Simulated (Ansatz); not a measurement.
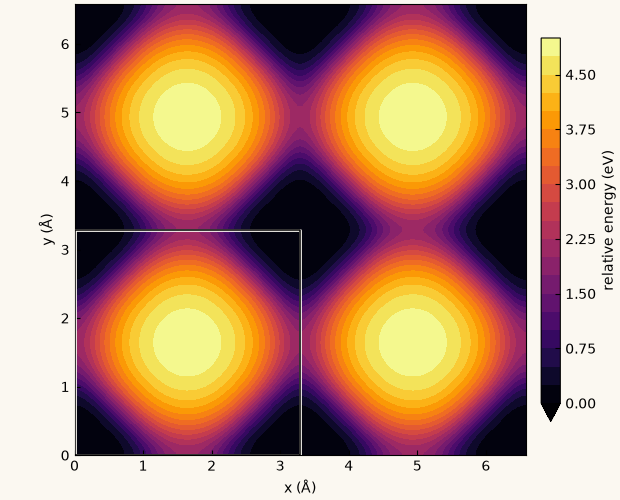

C on a HfC(100) slab cut from the Fm-3m phase, its upper half relaxed before the scan (24 atoms of substrate and one adsorbate in a 2 × 2 cell). C is moved over the surface cell; relaxed at each place: the height of the adsorbate's atoms; substrate rigid; the origin of the map has the adsorbate above C21. Places are given modulo a cell vector. The map is drawn in real space over the plane of the surface. The grid has 8 × 8 points; 15 points were computed and 49 follow by symmetry. Places are given in fractions of the 1 × 1 surface cell. All energies are given in eV relative to the lowest grid point. Level of theory: DFT PBE, scalar-relativistic, plane waves, PAW (Ansatz). Settings: cutoff 420 eV, k-mesh 4×4×1, gaussian smearing 0.1 eV, no spin polarisation.

The picture shows filled contours, the outline of one cell of the 2 × 2 shown. Between grid points the surface is interpolated.

The lowest grid point is at the top site over a surface C atom, (0/8, 0/8) of the cell vectors. The highest grid point, the top site over a surface Hf atom, (4/8, 4/8) of the cell vectors, lies 4.97 eV above the lowest. At the lowest point the adsorbate has 1 C at 1.31 Å as nearest neighbours, at the highest 1 Hf at 2.16 Å. Its relaxed height above the top atom is 1.31 Å at the lowest and 2.07 Å at the highest point.

C is replaced by H; all else is set up alike.

How does the landscape change?

The lowest place stays at the top site over a surface C atom, (0/8, 0/8) of the cell vectors. The span from the lowest to the highest grid point shrinks from 4.97 to 1.77 eV. In the new map: at the lowest point the adsorbate has 1 C at 1.13 Å as nearest neighbours, at the highest 1 Hf at 1.95 Å. Its relaxed height above the top atom is 1.13 Å at the lowest and 1.87 Å at the highest point.

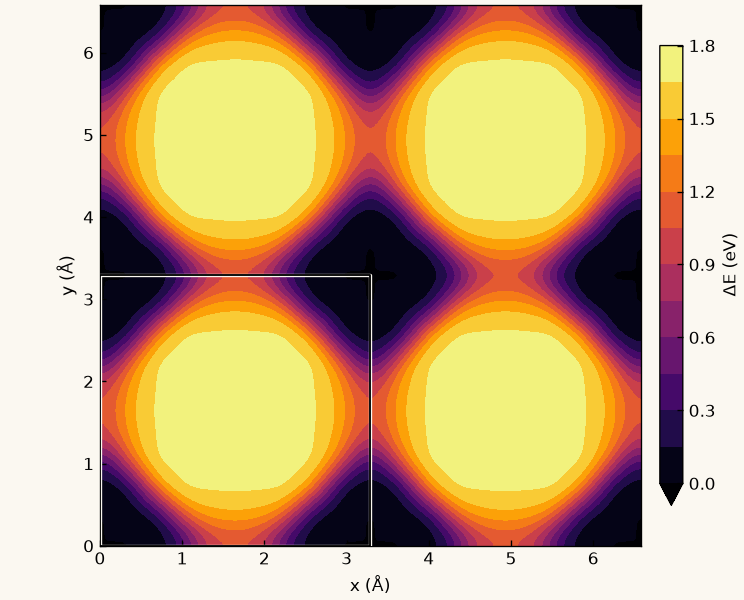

The map after the change, on a colour scale of its own. Drawn: filled contours, the outline of one cell of the 2 × 2 shown. Between grid points the surface is interpolated.
